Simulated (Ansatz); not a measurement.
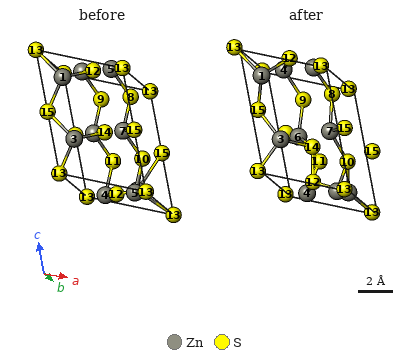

The structure of a defect cell of composition Zn$_{7}$S$_{8}$ (started half-way along a vacancy jump, in the symmetry of that start) before (left) and after (right) a relaxation, at one scale.

The picture is a ball-and-stick view of the cell of the calculation (origin shifted), seen from a free direction.

These are results of DFT PBEsol, scalar-relativistic, plane waves, PAW (Ansatz 0.2.0), not measurements. (plane-wave cutoff 420 eV; k-point mesh 4 × 4 × 4; occupations gaussian; smearing width 0.05 eV; no spin polarisation; atoms relaxed in a fixed cell; force threshold 0.02 eV/Å; at most 60 steps)

Question: Describe what moved and what it gained.

Answer: The energy falls by 18.512 eV per cell of the calculation in 14 geometry steps. Largest force component: 50 eV/Å at the start, 0.0046 eV/Å at the end. The largest move is that of an S atom, 0.90 Å roughly along −c. Largest moves by element: S 0.90 Å, Zn 0.59 Å. The cell doesn't change. Some distances before and after: S–S 3.782 → 2.112 Å, S–Zn 1.343 → 2.370 Å, S–Zn 2.995 → 2.369 Å, S–Zn 2.992 → 2.439 Å. New bonds form: S–S (3.78 → 2.11 Å). Bond angles that change, for instance: Zn–S–Zn 124.7° → 105.8°, S–Zn–S 109.2° → 93.2°, S–Zn–S 109.2° → 94.5°.

Limits of the set-up: the periodic images lie only 7.3 Å apart, so the values are limited by the cell's size.
